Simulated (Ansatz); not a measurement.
## Run report: Ga$_{23}$N$_{24}$, geometry relaxation (part 3 of 4)

The same run, continued: Ga$_{23}$N$_{24}$ (defect cell, 47 atoms in the cell); DFT PBE, scalar-relativistic, plane waves, PAW, spin-polarised (Ansatz 0.2.0); cutoff 420 eV, 2×2×2 k-mesh, Gaussian smearing of 0.01 eV, collinear spins. The structure derives from an entry of the Crystallography Open Database.

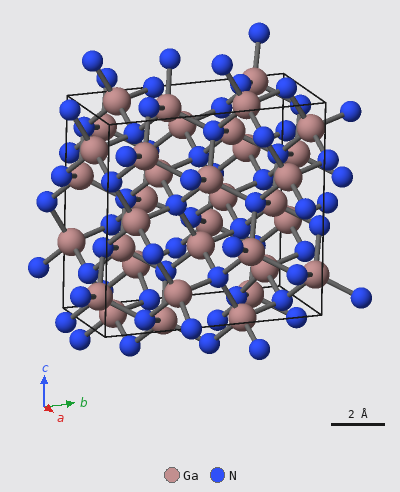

Figure 1. The geometry at step 4 of the log (ball-and-stick view of the cell of the calculation, seen slightly off an axis; bonded neighbours outside the cell are drawn too).

### Output, continued
```
  k-point 1 ↑: bands = ["-6.8046", "-6.4988", "-6.4538", "-6.4180", "-6.3114", "-6.2676", "-6.2552", "-6.1704", "-6.1590", "-6.1537", "-6.1438", "-6.1353", "-6.1311", "-6.1235", "-6.1052", "-6.0884", "-6.0823", "-6.0680", "-6.0615", "-6.0588", "-6.0533", "-6.0368", "-6.0246", "-6.0207", "-4.6799", "-4.6654", "-4.6618", "-4.6594", "-4.6526", "-4.6486", "-4.6474", "-4.6440", "-4.6411", "-4.6383", "-4.6360", "-4.6331", "-4.6299", "-4.6270", "-4.6234", "-4.6194",
      "-4.6191", "-4.6173", "-4.6144", "-4.6105", "-4.6059", "-4.6012", "-4.6002", "-4.5956", "-4.5895", "-4.5865", "-4.5809", "-4.5775", "-4.5732", "-4.5668", "-4.5654", "-4.5591", "-4.5491", "-4.5464", "-4.5411", "-4.5383", "-4.5337", "-4.5298", "-4.5249", "-4.5204", "-4.5188", "-4.5115", "-4.5075", "-4.5020", "-4.4995", "-4.4951", "-4.4927", "-4.4894", "-4.4873", "-4.4848", "-4.4782", "-4.4751", "-4.4700", "-4.4691", "-4.4670", "-4.4656",
      "-4.4599", "-4.4572", "-4.4555", "-4.4516", "-4.4472", "-4.4460", "-4.4437", "-4.4408", "-4.4396", "-4.4342", "-4.4303", "-4.4277", "-4.4252", "-4.4198", "-4.4122", "-4.4092", "-4.4044", "-4.4000", "-4.3977", "-4.3967", "-4.3918", "-4.3913", "-4.3882", "-4.3855", "-4.3838", "-4.3796", "-4.3757", "-4.3729", "-4.3685", "-4.3663", "-4.3619", "-4.3589", "-4.3575", "-4.3519", "-4.3418", "-4.3389", "-4.2894", "-4.2533", "-4.1948", "-3.9618",
      "-3.7630", "-3.6857", "-3.4622", "-3.4151", "-3.3347", "-3.3098", "-3.2058", "-3.1666", "-3.1368", "-3.1013", "-3.0739", "-2.9943", "-2.8877", "-2.7987", "-2.6676", "-2.6442", "-2.6038", "-2.5782", "-2.5639", "2.3354", "2.4337", "2.6284", "2.7139", "2.7777", "2.7896", "2.8087", "2.8219", "2.8608", "3.0685", "3.1874", "3.2116", "3.2569", "3.4220", "3.4633", "3.5695", "3.8813", "4.0524", "4.2129", "4.4349", "4.6615",
      "4.7027", "4.8722", "4.9775", "5.0369", "5.1094", "5.3166", "5.4261", "5.4868", "5.5315", "5.6430", "5.7523", "5.7725", "5.9420", "5.9871", "6.0912", "6.1472", "6.2215", "6.3081", "6.4113", "6.4674", "6.5810", "6.6438", "6.6785", "6.7673", "6.8742", "6.8933", "6.9486", "6.9780", "7.0049", "7.0479", "7.1247", "7.1977", "7.2810", "7.2929", "7.3225", "7.3485", "7.3693", "7.4713", "7.5412", "7.5654",
      "7.6289", "7.7275", "7.7781", "7.8212", "7.9078", "7.9980", "8.0035", "8.0727", "8.1900", "8.4695", "8.4867", "11.9623", "13.0519", "13.1604", "13.3453", "13.5014", "13.5235", "13.8548", "13.8991", "13.9175", "13.9819", "14.0678", "14.1519", "14.2459", "14.4111", "14.5225", "14.6478", "14.6866", "14.7512", "14.7834", "14.8737", "14.9142", "14.9680", "15.1731", "15.3242", "15.3868", "15.4890", "15.7110", "16.0508", "16.1161",
      "16.2713", "16.3751", "16.4863", "16.5330", "16.5707", "16.6236", "16.6868", "16.7205", "16.7778", "16.8036", "16.8646", "16.9231", "16.9446", "17.0100", "17.0842", "17.2181", "17.3207"]
  k-point 2 ↑: bands = ["-6.8046", "-6.4988", "-6.4542", "-6.4175", "-6.3115", "-6.2678", "-6.2550", "-6.1702", "-6.1591", "-6.1538", "-6.1435", "-6.1354", "-6.1308", "-6.1243", "-6.1046", "-6.0885", "-6.0824", "-6.0682", "-6.0616", "-6.0587", "-6.0530", "-6.0368", "-6.0246", "-6.0208", "-4.6799", "-4.6653", "-4.6618", "-4.6593", "-4.6526", "-4.6486", "-4.6474", "-4.6441", "-4.6410", "-4.6384", "-4.6360", "-4.6331", "-4.6300", "-4.6270", "-4.6232", "-4.6194",
      "-4.6191", "-4.6172", "-4.6145", "-4.6105", "-4.6060", "-4.6013", "-4.6003", "-4.5954", "-4.5896", "-4.5865", "-4.5808", "-4.5774", "-4.5732", "-4.5668", "-4.5654", "-4.5591", "-4.5491", "-4.5463", "-4.5411", "-4.5383", "-4.5336", "-4.5299", "-4.5250", "-4.5205", "-4.5187", "-4.5114", "-4.5075", "-4.5019", "-4.4996", "-4.4952", "-4.4926", "-4.4894", "-4.4873", "-4.4847", "-4.4782", "-4.4751", "-4.4699", "-4.4691", "-4.4669", "-4.4658",
      "-4.4598", "-4.4573", "-4.4554", "-4.4516", "-4.4472", "-4.4460", "-4.4437", "-4.4407", "-4.4395", "-4.4342", "-4.4304", "-4.4277", "-4.4251", "-4.4199", "-4.4121", "-4.4092", "-4.4044", "-4.3999", "-4.3976", "-4.3967", "-4.3920", "-4.3912", "-4.3883", "-4.3855", "-4.3839", "-4.3795", "-4.3758", "-4.3728", "-4.3684", "-4.3664", "-4.3619", "-4.3587", "-4.3577", "-4.3520", "-4.3417", "-4.3389", "-4.2894", "-4.2533", "-4.1948", "-3.9619",
      "-3.7630", "-3.6857", "-3.4621", "-3.4152", "-3.3347", "-3.3098", "-3.2058", "-3.1663", "-3.1370", "-3.1010", "-3.0740", "-2.9943", "-2.8878", "-2.7988", "-2.6675", "-2.6444", "-2.6038", "-2.5782", "-2.5639", "2.3354", "2.4337", "2.6284", "2.7138", "2.7772", "2.7896", "2.8091", "2.8221", "2.8611", "3.0685", "3.1873", "3.2111", "3.2572", "3.4222", "3.4633", "3.5695", "3.8814", "4.0521", "4.2133", "4.4347", "4.6616",
      "4.7029", "4.8722", "4.9776", "5.0369", "5.1094", "5.3160", "5.4259", "5.4872", "5.5321", "5.6427", "5.7525", "5.7726", "5.9418", "5.9870", "6.0912", "6.1469", "6.2217", "6.3082", "6.4112", "6.4674", "6.5813", "6.6437", "6.6786", "6.7676", "6.8736", "6.8934", "6.9484", "6.9780", "7.0050", "7.0476", "7.1245", "7.1978", "7.2808", "7.2926", "7.3231", "7.3491", "7.3692", "7.4716", "7.5412", "7.5653",
      "7.6288", "7.7273", "7.7781", "7.8213", "7.9077", "7.9977", "8.0035", "8.0729", "8.1901", "8.4695", "8.4867", "11.9624", "13.0514", "13.1607", "13.3453", "13.5013", "13.5235", "13.8551", "13.8993", "13.9171", "13.9816", "14.0682", "14.1517", "14.2462", "14.4111", "14.5223", "14.6475", "14.6863", "14.7510", "14.7832", "14.8741", "14.9144", "14.9679", "15.1736", "15.3241", "15.3865", "15.4890", "15.7114", "16.0505", "16.1166",
      "16.2715", "16.3750", "16.4861", "16.5328", "16.5705", "16.6236", "16.6868", "16.7207", "16.7778", "16.8033", "16.8647", "16.9237", "16.9445", "17.0100", "17.0839", "17.2178", "17.3205"]
  k-point 3 ↓: bands = ["-6.7376", "-6.4386", "-6.4117", "-6.3593", "-6.2585", "-6.2340", "-6.1997", "-6.1458", "-6.1316", "-6.1273", "-6.1195", "-6.1018", "-6.0964", "-6.0876", "-6.0760", "-6.0643", "-6.0496", "-6.0404", "-6.0175", "-6.0134", "-5.7336", "-5.7098", "-5.6920", "-5.6903", "-4.6773", "-4.6621", "-4.6589", "-4.6561", "-4.6497", "-4.6455", "-4.6442", "-4.6410", "-4.6379", "-4.6350", "-4.6329", "-4.6298", "-4.6267", "-4.6233", "-4.6203", "-4.6168",
      "-4.6157", "-4.6136", "-4.6114", "-4.6071", "-4.6021", "-4.5972", "-4.5964", "-4.5922", "-4.5861", "-4.5820", "-4.5765", "-4.5733", "-4.5685", "-4.5635", "-4.5615", "-4.5554", "-4.5454", "-4.5430", "-4.5367", "-4.5347", "-4.5301", "-4.5258", "-4.5210", "-4.5168", "-4.5133", "-4.5071", "-4.5037", "-4.4988", "-4.4963", "-4.4915", "-4.4890", "-4.4856", "-4.4840", "-4.4814", "-4.4748", "-4.4714", "-4.4674", "-4.4661", "-4.4635", "-4.4633",
      "-4.4569", "-4.4550", "-4.4516", "-4.4491", "-4.4446", "-4.4435", "-4.4409", "-4.4382", "-4.4363", "-4.4301", "-4.4276", "-4.4245", "-4.4230", "-4.4177", "-4.4099", "-4.4064", "-4.4012", "-4.3973", "-4.3957", "-4.3944", "-4.3893", "-4.3876", "-4.3849", "-4.3829", "-4.3806", "-4.3762", "-4.3729", "-4.3697", "-4.3660", "-4.3641", "-4.3593", "-4.3558", "-4.3545", "-4.3494", "-4.3393", "-4.3362", "-4.2765", "-4.2371", "-4.1719", "-3.9254",
      "-3.7213", "-3.6264", "-3.4087", "-3.3689", "-3.2666", "-3.2494", "-3.1676", "-3.1071", "-3.0907", "-3.0565", "-3.0095", "-2.8754", "-2.7776", "-2.6714", "-2.5954", "-2.5425", "-2.5105", "-2.4225", "-2.3846", "2.3723", "2.4655", "2.6660", "2.7592", "2.8153", "2.8267", "2.8473", "2.8558", "2.9163", "3.1115", "3.2184", "3.2630", "3.3098", "3.4796", "3.5164", "3.6401", "3.9459", "4.1159", "4.2900", "4.5235", "4.7177",
      "4.8016", "4.9490", "5.0437", "5.1227", "5.2028", "5.4262", "5.4787", "5.5640", "5.5967", "5.7181", "5.8243", "5.9006", "6.0357", "6.0624", "6.1787", "6.2170", "6.3217", "6.4212", "6.5141", "6.5751", "6.6751", "6.7384", "6.8067", "6.8866", "6.9382", "6.9851", "7.0218", "7.0721", "7.1098", "7.2289", "7.2635", "7.2969", "7.3521", "7.3710", "7.4047", "7.4328", "7.5208", "7.5923", "7.6601", "7.7211",
      "7.8189", "7.8965", "7.9559", "8.0261", "8.0680", "8.3905", "8.4326", "8.5471", "9.1653", "9.3004", "9.3761", "12.0428", "13.1040", "13.2284", "13.4020", "13.5471", "13.5673", "13.8822", "13.9460", "13.9520", "14.0536", "14.1173", "14.2157", "14.3006", "14.4533", "14.5566", "14.6878", "14.7169", "14.8072", "14.8367", "14.9344", "14.9591", "15.0303", "15.2255", "15.3722", "15.4301", "15.5408", "15.7774", "16.0874", "16.1637",
      "16.3035", "16.4157", "16.5145", "16.5613", "16.6110", "16.6710", "16.7246", "16.7568", "16.8195", "16.8493", "16.9130", "16.9789", "17.0028", "17.0716", "17.1523", "17.2868", "17.3787"]
--- Relaxed structure (4 steps of the walk, 4 accepted, 0 SCFs on fresh bases) ---
  F+E_penalty+E_count = -96240.03807596 eV   max|allowed force component| = 1.527e-2 eV/Å
  atoms:
    - { symbol: Ga, position: [0.0008626848096405237, 0.1673585323207718, 0.8346405005500115] }
    - { symbol: Ga, position: [0.6655659642134406, 0.33428092681485766, -0.0017349861229887797] }
    - { symbol: Ga, position: [0.1645143095647867, 0.8320232699412059, 0.0016033607834426422] }
    - { symbol: Ga, position: [0.16785336968049622, 0.33100720307238035, 0.49930975883796413] }
    - { symbol: Ga, position: [0.8328841827054698, 0.0008304900429655926, 0.16789818958379052] }
    - { symbol: Ga, position: [0.5013679486920466, 0.6645256186884857, 0.8334968808386656] }
    - { symbol: Ga, position: [0.8343367833430213, 0.5005537311468465, 0.6667145014358983] }
    - { symbol: Ga, position: [0.49804733332117396, 0.1661448294449436, 0.33510414325655724] }
    - { symbol: Ga, position: [0.3341244355909029, -0.0006331654805694087, 0.6680904533886887] }
    - { symbol: Ga, position: [-0.00026093982283414974, 0.6678360838879452, 0.33185836985617573] }
    - { symbol: Ga, position: [0.666890996534161, 0.8333897220212687, 0.5007394426520932] }
    - { symbol: Ga, position: [0.6659531397695624, 0.500861930953408, 0.334281577023977] }
    - { symbol: Ga, position: [0.33613614779836143, 0.16498555909873777, 0.0020265979758323782] }
    - { symbol: Ga, position: [-0.0014317137246065148, 0.3347838313391335, 0.16987714063288145] }
    - { symbol: Ga, position: [0.5005028837952816, 0.8324127000834927, 0.1681752671556478] }
    - { symbol: Ga, position: [0.5001906727059834, 0.3331340284915818, 0.6672305241306815] }
    - { symbol: Ga, position: [0.16667969283879158, -7.310798160892196e-5, 0.33396175328982924] }
    - { symbol: Ga, position: [0.8334352695404681, 0.6666942085537605, 0.00045335168706212015] }
    - { symbol: Ga, position: [0.16832353682924445, 0.5026448044743406, 0.8322194998158119] }
    - { symbol: Ga, position: [0.832951998082923, 0.16709558142968672, 0.5014872181142029] }
    - { symbol: Ga, position: [0.6676817810053283, -0.0006256321120809982, 0.8344809721047683] }
    - { symbol: Ga, position: [0.33442445059644754, 0.6670045657675641, 0.4997295484960224] }
    - { symbol: Ga, position: [0.0006650927322597866, 0.8341835462208276, 0.6666872259836423] }
    - { symbol: N, position: [0.5413282287919051, 0.707765119603014, 0.3750860581410801] }
    - { symbol: N, position: [0.1945213060367062, 0.36099277888567055, 0.028217917099582324] }
    - { symbol: N, position: [0.8742080196280123, 0.5426185702370385, 0.20848386774227146] }
    - { symbol: N, position: [0.37467868159413986, 0.04063613223543838, 0.20987041804386136] }
    - { symbol: N, position: [0.37618503912483847, 0.5411728767021816, 0.7079416940089938] }
    - { symbol: N, position: [0.04059604164810726, 0.20710387095297053, 0.37541034727241324] }
    - { symbol: N, position: [0.7088602177144223, 0.8745707038570425, 0.042388019273152] }
    - { symbol: N, position: [0.040598412232778935, 0.7081276961343997, 0.8743510477779077] }
    - { symbol: N, position: [0.7081169106962442, 0.3750135884927849, 0.5426588912877561] }
    - { symbol: N, position: [0.5416432216917542, 0.20704280589719887, 0.8743904237548128] }
    - { symbol: N, position: [0.20856639747660366, 0.8753536697016262, 0.5418554139494296] }
    - { symbol: N, position: [0.8750582602117409, 0.04153104442055933, 0.7088851794519193] }
    - { symbol: N, position: [0.561403984115171, 0.3618125454313031, 0.21220863117232475] }
    - { symbol: N, position: [0.2079520050936283, 0.04041865894637475, 0.8749181994067923] }
    - { symbol: N, position: [0.8739825807965786, 0.20765173022181707, 0.0417621651019745] }
    - { symbol: N, position: [0.3784134744564142, 0.7278052964839682, 0.0291580298642915] }
    - { symbol: N, position: [0.37464026381768517, 0.20697549032993362, 0.5427197986932499] }
    - { symbol: N, position: [0.04049264060685542, 0.8754614297280948, 0.20839636021297048] }
    - { symbol: N, position: [0.7089924129818826, 0.5410836753102486, 0.8743264606142286] }
    - { symbol: N, position: [0.041168454189421666, 0.3744455818811705, 0.7077069081169101] }
    - { symbol: N, position: [0.708029538743818, 0.040617095181409435, 0.3761286569706515] }
    - { symbol: N, position: [0.5423207712244118, 0.8744992723646827, 0.7079615518923448] }
    - { symbol: N, position: [0.1954150736199558, 0.5449259945549055, 0.3951016293845462] }
    - { symbol: N, position: [0.8741375350045765, 0.7087926425262242, 0.5418234254958801] }
--- Löwdin populations: 47 sites ---
  site symbol       q [e]    m [muB]
     0     Ga     12.2316     0.0002
     1     Ga     12.2282    -0.0158
     2     Ga     12.2282    -0.0158
     3     Ga     12.2282    -0.0158
     4     Ga     12.2326    -0.0024
     5     Ga     12.2286    -0.0155
     6     Ga     12.2327    -0.0024
     7     Ga     12.2286    -0.0155
     8     Ga     12.2327    -0.0024
     9     Ga     12.2286    -0.0155
    10     Ga     12.2357     0.0028
    11     Ga     12.2281    -0.0147
    12     Ga     12.2253    -0.0177
    13     Ga     12.2252    -0.0177
    14     Ga     12.2281    -0.0147
    15     Ga     12.2304    -0.0009
    16     Ga     12.2305    -0.0009
    17     Ga     12.2304    -0.0009
    18     Ga     12.2253    -0.0177
    19     Ga     12.2321    -0.0026
    20     Ga     12.2321    -0.0026
    21     Ga     12.2281    -0.0147
    22     Ga     12.2322    -0.0026
    23      N      5.7178     0.0392
    24      N      5.5677     0.6659
    25      N      5.7291     0.0148
    26      N      5.7292     0.0148
    27      N      5.7292     0.0148
    28      N      5.7290     0.0056
    29      N      5.7272     0.0196
    30      N      5.7290     0.0056
    31      N      5.7272     0.0196
    32      N      5.7291     0.0055
    33      N      5.7272     0.0196
    34      N      5.7272     0.0089
    35      N      5.5832     0.6206
    36      N      5.7153     0.1028
    37      N      5.7153     0.1028
    38      N      5.5833     0.6200
    39      N      5.7294     0.0090
    40      N      5.7294     0.0090
    41      N      5.7294     0.0090
    42      N      5.7153     0.1028
    43      N      5.7215     0.0555
    44      N      5.7215     0.0554
    45      N      5.5834     0.6199
    46      N      5.7215     0.0555
  spilling = 0.002146 (of n_electrons = 419.000000)
```
